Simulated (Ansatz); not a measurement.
# Geometry relaxation, with input and output: HfO2 (part 1 of 3)

System: HfO2 (12 atoms in the cell).
Method: DFT, r2SCAN+rVV10, plane waves, PAW, no spin polarisation (Ansatz 0.2.0).

The structure derives from a Materials Project entry. The geometry comes from this level: PBEsol. Figures and captions count atoms from 1; the log counts them from 0 in places.

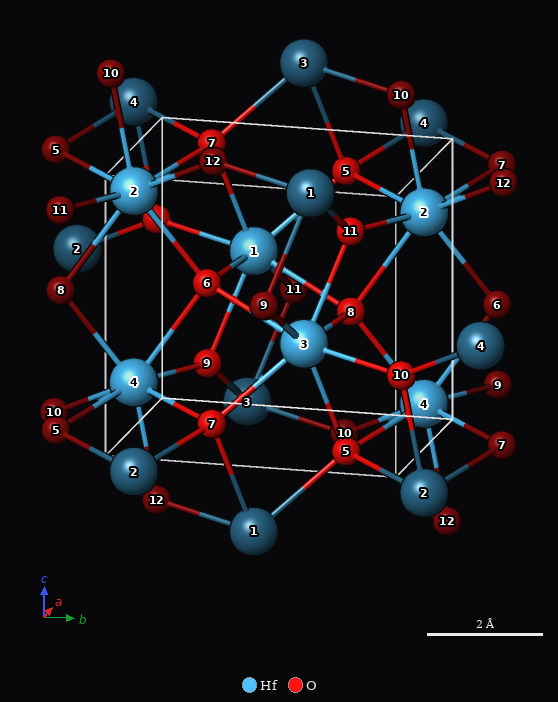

Fig. 1: The input geometry (ball-and-stick view of the cell of the calculation, seen at an oblique angle; neighbours outside the cell are drawn fainter; atoms are numbered from 1 in the order of the input). An atom can appear more than once, as a periodic image. Near neighbours in the periodic cell (some may lie outside the picture): Hf has 7 O at 2.04 to 2.23 Å; O has 4 Hf at 2.14 to 2.23 Å; O has 3 Hf at 2.04 to 2.13 Å.

Key numbers

- outcome: converged
- space group (tolerance 0.01 Å): P2₁/c (14)
- electrons treated: 152
- free energy: −67492.5283 eV
- Fermi energy: 16.229 eV
- gap on the k-point mesh: 4.59 eV
- pressure: 0.00 GPa
- final volume: 137.01 Å³
- largest force (length of the vector) at the end: 0.001 eV/Å
- final cell: a = 5.090 Å, b = 5.184 Å, c = 5.260 Å, α = 90.00°, β = 99.27°, γ = 90.00°
- hardware: 4 threads of Arm Neoverse V1, 24 GiB of memory available, shared host
- wall time: 4.9 min (CPU time 19 min)
- peak memory: 1.7 GiB

Notes

Spin–orbit coupling is left out, which matters for Hf.

Input file
```yaml
crystal:
  lattice:
    - [5.095673483, 0.0, -0.0019059093]
    - [0.0, 5.1770534454, 0.0]
    - [-0.8783733195, 0.0, 5.1969320041]
  atoms:
    - { symbol: Hf, position: [0.277146013, 0.4570424417, 0.7081773996] }
    - { symbol: Hf, position: [0.722853987, 0.9570424417, 0.7918226004] }
    - { symbol: Hf, position: [0.722853987, 0.5429575583, 0.2918226004] }
    - { symbol: Hf, position: [0.277146013, 0.0429575583, 0.2081773996] }
    - { symbol: O, position: [0.447129872, 0.7418174877, 0.9799937868] }
    - { symbol: O, position: [0.552870128, 0.2418174877, 0.5200062132] }
    - { symbol: O, position: [0.552870128, 0.2581825123, 0.0200062132] }
    - { symbol: O, position: [0.447129872, 0.7581825123, 0.4799937868] }
    - { symbol: O, position: [0.0712242641, 0.3373179039, 0.3408984899] }
    - { symbol: O, position: [0.9287757359, 0.8373179039, 0.1591015101] }
    - { symbol: O, position: [0.9287757359, 0.6626820961, 0.6591015101] }
    - { symbol: O, position: [0.0712242641, 0.1626820961, 0.8408984899] }
kpoints:
  mp_grid: { grid: [6, 6, 6] }
hamiltonian:
  xc: r2scan
  dispersion: rvv10
scf:
  occupations: { method: fermi_dirac, width: 0.03 }
relax:
  f_tol: 0.01
  cell: {}
  max_steps: 120
output:
  write_density: true
  write_potential: true
  elf: true
  volumetric_format: npy
```

Run as:
```bash
ansatz run input.yaml --threads 4 --pin off --max-ram 4608MiB --backend cpu --events-out ev --progress --plain --runs-dir out
```

Log
```
Engine: ansatz 0.2.0, aarch64-unknown-linux-gnu
Pseudopotentials: kind: paw
Pseudopotential: Hf, paw, valence charge 26, recommended cutoff 500 eV (meta_gga), Hf.paw.azcp
Pseudopotential: O, paw, valence charge 6, recommended cutoff 500 eV (meta_gga), O.paw.azcp
Functional definition: r2SCAN+rVV10
  parameter k0 = 0.174
  parameter k1 = 0.065
  parameter a1 = 4.9479
  exchange = r2scan_x(k0 = k0, k1 = k1, a1 = a1)
  correlation = r2scan_c + rvv10(11.95, 0.0093)
Crystal: 12 atoms, lattice volume = 137.089 Å³
Basis set: ecut = 500 eV, 3497 PW (Γ), exchange–correlation on 180×180×180 points (64 copies of the dense FFT grid, shifted against one another)
Bands: 92, of which v1, the nominal top of the filled ones, is band 76 counted from 1 (75 counted from 0)
Symmetry: 4 space group operations
Space group: P21/c (ITA 14), of the structure as read, at distance tolerance 5.2e-5 Å
k-points: 80 of 216
Non-local potential: Hf, projectors of the file, l = 0: 3, l = 1: 2, l = 2: 2, l = 3: 3
Non-local potential: O, projectors of the file, l = 0: 2, l = 1: 2, l = 2: 1
PAW form: soft (Blöchl's): semilocal exchange-correlation on the pseudo side does not see the compensation charge
rVV10 density: all electrons in the spheres
PAW frozen core: Hf, regenerated for the run's functional (the file was generated under x = pbe(κ = 0.804, μ = 0.2195149727645171), c = pbe(β = 0.06672455060314922))
PAW frozen core: O, regenerated for the run's functional (the file was generated under x = pbe(κ = 0.804, μ = 0.2195149727645171), c = pbe(β = 0.06672455060314922))
PAW one-centre angular grid: Hf, 974 points (default); XC on 160 Gauss nodes
PAW one-centre angular grid: O, 302 points (default); XC on 160 Gauss nodes
Initial density: superposition of atomic densities (neutral atoms: chi_scale 0, normalization atom), corrected by the library's trained network
Initial wavefunctions: pseudopotential atomic-orbital guess
Functional: x = r2scan, c = r2scan + rvv10(b = 11.95, C = 0.0093); τ floored in thin density (d = 2e-4 eV/Å³)
SCF iter   1: F=—  HF=-67492.311097 eV  |F-HF|=—  |Δ(HF+E_count)|=         —  Δρ=9.14e-3  dr2=7.52e-2  dr2_τ=7.88e-1  ethr=1.77e-3  ⟨swp⟩=6.0  Hψ=23127  notcnv=0  defer=270
preconditioner: auto → Resta (q_TF=auto, 2.776 Å⁻¹)  ε∞=4.9  [insulator: Δε(μ)=4.691 eV  Ē_g=19.240 eV  σ=0.030 eV  W_gap=1.00  n_scr=48 (ndim 8)  ℏωp=38.1 eV  f_vac=0.074  D(μ)=0.00/eV (n_scr^D=0)  ε∞_Penn≈4.9]
SCF iter   2: F=—  HF=-67492.529534 eV  |F-HF|=—  |Δ(HF+E_count)|=   2.18e-1  Δρ=5.33e-3  dr2=3.10e-2  dr2_τ=3.99e-3  ethr=4.95e-5  ⟨swp⟩=2.0  Hψ=15061  notcnv=0  defer=779
SCF iter   3: F=—  HF=-67492.525337 eV  |F-HF|=—  |Δ(HF+E_count)|=   4.20e-3  Δρ=3.37e-3  dr2=7.21e-3  dr2_τ=1.52e-3  ethr=2.04e-5  ⟨swp⟩=2.0  Hψ=11242  notcnv=0  defer=779
SCF iter   4: F=—  HF=-67492.525368 eV  |F-HF|=—  |Δ(HF+E_count)|=   3.11e-5  Δρ=1.01e-3  dr2=1.24e-3  dr2_τ=1.42e-4  ethr=4.74e-6  ⟨swp⟩=2.0  Hψ=12661  notcnv=0  defer=779
SCF iter   5: F=—  HF=-67492.525334 eV  |F-HF|=—  |Δ(HF+E_count)|=   3.40e-5  Δρ=1.95e-4  dr2=3.97e-5  dr2_τ=6.39e-6  ethr=8.13e-7  ⟨swp⟩=2.0  Hψ=11302  notcnv=0  defer=779
SCF iter   6: F=—  HF=-67492.525184 eV  |F-HF|=—  |Δ(HF+E_count)|=   1.50e-4  Δρ=9.56e-5  dr2=1.32e-5  dr2_τ=1.50e-6  ethr=2.61e-8  ⟨swp⟩=2.0  Hψ=12264  notcnv=0  defer=779
SCF iter   7: F=—  HF=-67492.525182 eV  |F-HF|=—  |Δ(HF+E_count)|=   1.65e-6  Δρ=3.39e-5  dr2=1.46e-6  dr2_τ=1.18e-7  ethr=8.68e-9  ⟨swp⟩=2.0  Hψ=11074  notcnv=0  defer=779
SCF iter   8: F=—  HF=-67492.525182 eV  |F-HF|=—  |Δ(HF+E_count)|=   1.41e-7  Δρ=1.73e-5  dr2=4.37e-7  dr2_τ=3.14e-8  ethr=9.62e-10  ⟨swp⟩=2.0  Hψ=11381  notcnv=0  defer=779
SCF iter   9: F=-67492.525182 eV  HF=-67492.525182 eV  |F-HF|=1.42e-8  |Δ(HF+E_count)|=   7.70e-8  Δρ=3.89e-6  dr2=2.25e-8  dr2_τ=6.15e-10  ethr=6.58e-11  ⟨swp⟩=6.0  Hψ=49177  notcnv=0
SCF 1 converged in 9 iterations: F = -67492.525182 eV  dr2 = 2.25e-8
  greatest PAW one-centre occupation: 0.999 electrons in one spin orbital (limit 2), on the Hf atom at site 3 (counted from 0), in its partial waves of l = 3
relax step   1: F+E_penalty+E_count = -67492.52518223 eV  Δ(F+E_penalty+E_count) = +0.000e0 eV  max|allowed force component| = 6.372e-2 eV/Å  Δτ_max = 0.0000 Å  P = +0.363 GPa  Ω = 137.089 Å³  (9 SCF iters, dr2 threshold 1.00e-7 eV, accepted)
Crystal: 12 atoms, lattice volume = 137.320 Å³
Basis set: ecut = 500 eV, 3505 PW (Γ), exchange–correlation on 180×180×180 points (64 copies of the dense FFT grid, shifted against one another)
rVV10 density: all electrons in the spheres
Initial density: handed on by an earlier stage of this run
Initial wavefunctions: those handed on with the density
iter 1 solved again at ethr=8.85e-7 eV; its pass at ethr=3.10e-3 eV (dr2=1.34e-3 eV) is discarded
SCF iter   1: F=—  HF=-67492.523730 eV  |F-HF|=—  |Δ(HF+E_count)|=         —  Δρ=1.27e-3  dr2=1.23e-3  dr2_τ=1.24e-2  ethr=8.85e-7  ⟨swp⟩=2.2  Hψ=29793  notcnv=0
preconditioner: auto → Resta (q_TF=auto, 2.775 Å⁻¹)  ε∞=5.0  [insulator: Δε(μ)=4.590 eV  Ē_g=19.060 eV  σ=0.030 eV  W_gap=1.00  n_scr=48 (ndim 8)  ℏωp=38.0 eV  f_vac=0.078  D(μ)=0.00/eV (n_scr^D=0)  ε∞_Penn≈5.0]
SCF iter   2: F=—  HF=-67492.526749 eV  |F-HF|=—  |Δ(HF+E_count)|=   3.02e-3  Δρ=6.33e-4  dr2=2.28e-4  dr2_τ=3.44e-5  ethr=8.10e-7  ⟨swp⟩=2.0  Hψ=13834  notcnv=0
SCF iter   3: F=—  HF=-67492.526542 eV  |F-HF|=—  |Δ(HF+E_count)|=   2.07e-4  Δρ=1.60e-4  dr2=2.11e-5  dr2_τ=3.36e-6  ethr=1.50e-7  ⟨swp⟩=2.0  Hψ=12984  notcnv=0
SCF iter   4: F=—  HF=-67492.526541 eV  |F-HF|=—  |Δ(HF+E_count)|=   7.00e-7  Δρ=6.16e-5  dr2=3.00e-6  dr2_τ=4.98e-7  ethr=1.39e-8  ⟨swp⟩=2.0  Hψ=12292  notcnv=0
SCF iter   5: F=-67492.526542 eV  HF=-67492.526542 eV  |F-HF|=3.63e-7  |Δ(HF+E_count)|=   8.35e-7  Δρ=1.76e-5  dr2=4.55e-7  dr2_τ=5.34e-8  ethr=7.89e-10  ⟨swp⟩=9.0  Hψ=60021  notcnv=0
SCF 2 converged in 5 iterations: F = -67492.526542 eV  dr2 = 4.55e-7
relax step   2: F+E_penalty+E_count = -67492.52654153 eV  Δ(F+E_penalty+E_count) = -1.359e-3 eV  max|allowed force component| = 4.192e-2 eV/Å  Δτ_max = 0.0051 Å  P = -0.074 GPa  Ω = 137.320 Å³  energy of the carried Pulay correction = -1.189e-4 eV  (5 SCF iters, dr2 threshold 1.20e-6 eV, accepted)
Crystal: 12 atoms, lattice volume = 137.299 Å³
Basis set: ecut = 500 eV, 3509 PW (Γ), exchange–correlation on 180×180×180 points (64 copies of the dense FFT grid, shifted against one another)
rVV10 density: all electrons in the spheres
iter 1 solved again at ethr=6.81e-8 eV; its pass at ethr=3.10e-3 eV (dr2=1.04e-4 eV) is discarded
SCF iter   1: F=—  HF=-67492.526992 eV  |F-HF|=—  |Δ(HF+E_count)|=         —  Δρ=3.74e-4  dr2=1.03e-4  dr2_τ=1.92e-3  ethr=6.81e-8  ⟨swp⟩=3.0  Hψ=27720  notcnv=0
preconditioner: auto → Resta (q_TF=auto, 2.775 Å⁻¹)  ε∞=5.0  [insulator: Δε(μ)=4.580 eV  Ē_g=19.061 eV  σ=0.030 eV  W_gap=1.00  n_scr=48 (ndim 8)  ℏωp=38.0 eV  f_vac=0.077  D(μ)=0.00/eV (n_scr^D=0)  ε∞_Penn≈5.0]
SCF iter   2: F=—  HF=-67492.527269 eV  |F-HF|=—  |Δ(HF+E_count)|=   2.77e-4  Δρ=1.92e-4  dr2=2.76e-5  dr2_τ=2.82e-6  ethr=6.77e-8  ⟨swp⟩=2.0  Hψ=13456  notcnv=0
SCF iter   3: F=—  HF=-67492.527266 eV  |F-HF|=—  |Δ(HF+E_count)|=   3.28e-6  Δρ=4.25e-5  dr2=1.44e-6  dr2_τ=3.15e-7  ethr=1.81e-8  ⟨swp⟩=2.9  Hψ=13208  notcnv=0
SCF iter   4: F=—  HF=-67492.527267 eV  |F-HF|=—  |Δ(HF+E_count)|=   8.14e-7  Δρ=1.90e-5  dr2=2.67e-7  dr2_τ=5.08e-8  ethr=1.39e-10  ⟨swp⟩=8.9  Hψ=59222  notcnv=0
SCF iter   5: F=-67492.527267 eV  HF=-67492.527267 eV  |F-HF|=2.09e-8  |Δ(HF+E_count)|=   2.45e-8  Δρ=1.03e-5  dr2=7.23e-8  dr2_τ=1.03e-8  ethr=1.39e-10  ⟨swp⟩=8.0  Hψ=55004  notcnv=0
SCF 3 converged in 5 iterations: F = -67492.527267 eV  dr2 = 7.23e-8
  greatest PAW one-centre occupation: 0.999 electrons in one spin orbital (limit 2), on the Hf atom at site 2 (counted from 0), in its partial waves of l = 3
relax step   3: F+E_penalty+E_count = -67492.52726655 eV  Δ(F+E_penalty+E_count) = -7.250e-4 eV  max|allowed force component| = 2.801e-2 eV/Å  Δτ_max = 0.0020 Å  P = -0.094 GPa  Ω = 137.299 Å³  energy of the carried Pulay correction = -1.085e-4 eV  (5 SCF iters, dr2 threshold 2.12e-7 eV, accepted)
Crystal: 12 atoms, lattice volume = 137.177 Å³
rVV10 density: all electrons in the spheres
iter 1 solved again at ethr=5.61e-7 eV; its pass at ethr=3.10e-3 eV (dr2=8.52e-4 eV) is discarded
SCF iter   1: F=—  HF=-67492.527151 eV  |F-HF|=—  |Δ(HF+E_count)|=         —  Δρ=1.14e-3  dr2=8.45e-4  dr2_τ=2.82e-2  ethr=5.61e-7  ⟨swp⟩=2.9  Hψ=25896  notcnv=0  defer=1
preconditioner: auto → Resta (q_TF=auto, 2.775 Å⁻¹)  ε∞=5.0  [insulator: Δε(μ)=4.578 eV  Ē_g=19.063 eV  σ=0.030 eV  W_gap=1.00  n_scr=48 (ndim 8)  ℏωp=38.0 eV  f_vac=0.076  D(μ)=0.00/eV (n_scr^D=0)  ε∞_Penn≈5.0]
SCF iter   2: F=—  HF=-67492.528132 eV  |F-HF|=—  |Δ(HF+E_count)|=   9.81e-4  Δρ=5.73e-4  dr2=2.60e-4  dr2_τ=2.62e-5  ethr=5.56e-7  ⟨swp⟩=2.0  Hψ=14497  notcnv=0
SCF iter   3: F=—  HF=-67492.528119 eV  |F-HF|=—  |Δ(HF+E_count)|=   1.28e-5  Δρ=1.53e-4  dr2=1.60e-5  dr2_τ=4.21e-6  ethr=1.71e-7  ⟨swp⟩=2.0  Hψ=11457  notcnv=0
SCF iter   4: F=—  HF=-67492.527968 eV  |F-HF|=—  |Δ(HF+E_count)|=   1.51e-4  Δρ=5.52e-5  dr2=1.96e-6  dr2_τ=3.31e-7  ethr=1.05e-8  ⟨swp⟩=2.0  Hψ=12865  notcnv=0
SCF iter   5: F=—  HF=-67492.527970 eV  |F-HF|=—  |Δ(HF+E_count)|=   1.74e-6  Δρ=2.81e-5  dr2=5.58e-7  dr2_τ=9.72e-8  ethr=1.29e-9  ⟨swp⟩=2.0  Hψ=13440  notcnv=0
SCF iter   6: F=-67492.527970 eV  HF=-67492.527970 eV  |F-HF|=2.92e-8  |Δ(HF+E_count)|=   3.22e-7  Δρ=7.02e-6  dr2=3.68e-8  dr2_τ=5.65e-9  ethr=3.55e-11  ⟨swp⟩=6.0  Hψ=51518  notcnv=0
SCF 4 converged in 6 iterations: F = -67492.527970 eV  dr2 = 3.68e-8
relax step   4: F+E_penalty+E_count = -67492.52797040 eV  Δ(F+E_penalty+E_count) = -7.039e-4 eV  max|allowed force component| = 1.677e-2 eV/Å  Δτ_max = 0.0122 Å  P = -0.056 GPa  Ω = 137.177 Å³  energy of the carried Pulay correction = -4.510e-5 eV  (6 SCF iters, dr2 threshold 5.39e-8 eV, accepted)
Crystal: 12 atoms, lattice volume = 137.062 Å³
rVV10 density: all electrons in the spheres
iter 1 solved again at ethr=1.49e-7 eV; its pass at ethr=3.10e-3 eV (dr2=2.26e-4 eV) is discarded
SCF iter   1: F=—  HF=-67492.528264 eV  |F-HF|=—  |Δ(HF+E_count)|=         —  Δρ=6.36e-4  dr2=2.27e-4  dr2_τ=1.05e-2  ethr=1.49e-7  ⟨swp⟩=3.1  Hψ=27710  notcnv=0
preconditioner: auto → Resta (q_TF=auto, 2.776 Å⁻¹)  ε∞=5.0  [insulator: Δε(μ)=4.587 eV  Ē_g=19.065 eV  σ=0.030 eV  W_gap=1.00  n_scr=48 (ndim 8)  ℏωp=38.1 eV  f_vac=0.076  D(μ)=0.00/eV (n_scr^D=0)  ε∞_Penn≈5.0]
SCF iter   2: F=—  HF=-67492.528405 eV  |F-HF|=—  |Δ(HF+E_count)|=   1.41e-4  Δρ=3.21e-4  dr2=8.21e-5  dr2_τ=8.57e-6  ethr=1.49e-7  ⟨swp⟩=2.1  Hψ=13980  notcnv=0
SCF iter   3: F=—  HF=-67492.528408 eV  |F-HF|=—  |Δ(HF+E_count)|=   3.36e-6  Δρ=9.80e-5  dr2=7.33e-6  dr2_τ=1.85e-6  ethr=5.40e-8  ⟨swp⟩=2.1  Hψ=10350  notcnv=0
SCF iter   4: F=—  HF=-67492.528235 eV  |F-HF|=—  |Δ(HF+E_count)|=   1.72e-4  Δρ=4.01e-5  dr2=1.17e-6  dr2_τ=2.62e-7  ethr=4.82e-9  ⟨swp⟩=2.0  Hψ=12863  notcnv=0
SCF iter   5: F=—  HF=-67492.528236 eV  |F-HF|=—  |Δ(HF+E_count)|=   3.67e-7  Δρ=2.33e-5  dr2=3.67e-7  dr2_τ=5.28e-8  ethr=7.68e-10  ⟨swp⟩=2.0  Hψ=11926  notcnv=0
SCF iter   6: F=—  HF=-67492.528236 eV  |F-HF|=—  |Δ(HF+E_count)|=   4.92e-7  Δρ=5.54e-6  dr2=3.08e-8  dr2_τ=5.93e-9  ethr=2.42e-10  ⟨swp⟩=2.0  Hψ=12147  notcnv=0
SCF iter   7: F=-67492.528236 eV  HF=-67492.528236 eV  |F-HF|=1.98e-9  |Δ(HF+E_count)|=   6.11e-9  Δρ=2.80e-6  dr2=4.76e-9  dr2_τ=6.57e-10  ethr=1.38e-11  ⟨swp⟩=7.0  Hψ=43993  notcnv=0
SCF 5 converged in 7 iterations: F = -67492.528236 eV  dr2 = 4.76e-9
relax step   5: F+E_penalty+E_count = -67492.52823629 eV  Δ(F+E_penalty+E_count) = -2.659e-4 eV  max|allowed force component| = 1.117e-2 eV/Å  Δτ_max = 0.0075 Å  P = +0.024 GPa  Ω = 137.062 Å³  energy of the carried Pulay correction = +1.427e-5 eV  (7 SCF iters, dr2 threshold 2.10e-8 eV, accepted)
Crystal: 12 atoms, lattice volume = 137.034 Å³
Basis set: ecut = 500 eV, 3501 PW (Γ), exchange–correlation on 180×180×180 points (64 copies of the dense FFT grid, shifted against one another)
rVV10 density: all electrons in the spheres
iter 1 solved again at ethr=1.66e-7 eV; its pass at ethr=3.10e-3 eV (dr2=2.52e-4 eV) is discarded
```
